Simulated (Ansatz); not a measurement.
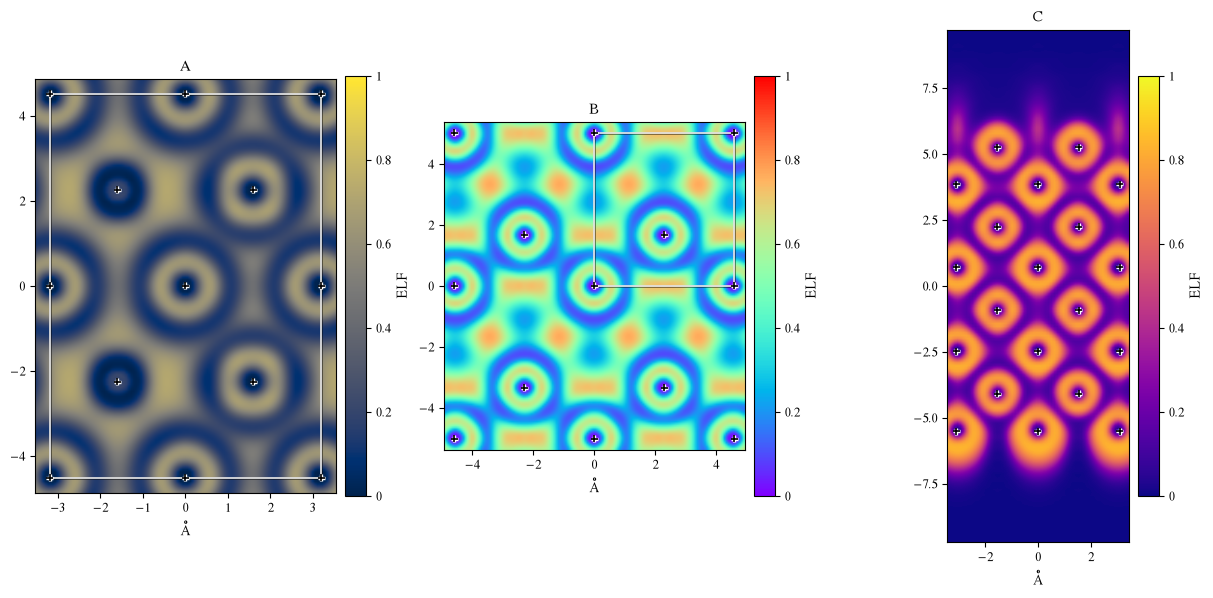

The ELF of 3 systems, each on a plane through atoms (crosses mark nuclei in the plane).

The calculation used DFT PBEsol, scalar-relativistic, plane waves, PAW (Ansatz 0.2.0).

System 1: Ti3Al, the (101) plane of the conventional cell. Space group Fm-3m; a structure from a database of computed crystals, not necessarily the ambient phase; spin-polarised.

System 2: NbN (slab), the (010) plane of the calculation cell, a cut from vacuum to vacuum. 

```yaml
crystal:
  lattice:
    - [3.09748, 0.00000, 0.00000]
    - [0.00000, 4.38050, 0.00000]
    - [0.00000, 0.00000, 25.84118]
  atoms:
    - { symbol: Nb, position: [0.50000, 0.00000, 0.29704] }
    - { symbol: N, position: [0.50000, 0.50000, 0.28668] }
    - { symbol: Nb, position: [0.00000, 0.50000, 0.34164] }
    - { symbol: N, position: [0.00000, 0.00000, 0.35119] }
    - { symbol: Nb, position: [0.50000, 0.00000, 0.41361] }
    - { symbol: N, position: [0.50000, 0.50000, 0.40429] }
    - { symbol: Nb, position: [0.00000, 0.50000, 0.46428] }
    - { symbol: N, position: [0.00000, 0.00000, 0.47298] }
    - { symbol: Nb, position: [0.50000, 0.00000, 0.53572] }
    - { symbol: N, position: [0.50000, 0.50000, 0.52702] }
    - { symbol: Nb, position: [0.00000, 0.50000, 0.58639] }
    - { symbol: N, position: [0.00000, 0.00000, 0.59571] }
    - { symbol: Nb, position: [0.50000, 0.00000, 0.65836] }
    - { symbol: N, position: [0.50000, 0.50000, 0.64881] }
    - { symbol: Nb, position: [0.00000, 0.50000, 0.70296] }
    - { symbol: N, position: [0.00000, 0.00000, 0.71332] }
```

System 3: Ti, the (110) plane of the conventional cell. Space group P6₃/mmc; computed without spin polarisation.

Q: Which map belongs to which system?

A: Panel A is system 1, Ti3Al: the plane holds Ti and Al. Ti–Al (2.76 Å): the ELF is about 0.30 at the midpoint. Panel B is system 3, Ti: the plane holds Ti. Ti–Ti (2.84 Å): the ELF is about 0.20 at the midpoint (no localised pair shows between them). Panel C is system 2, NbN: the plane holds N and Nb. Nb–N (2.10 Å): the ELF peaks at about 0.80 in the valence shell of N, 0.6 Å from its nucleus, and drops to about 0.25 between the two atoms: no localised pair shows between them.
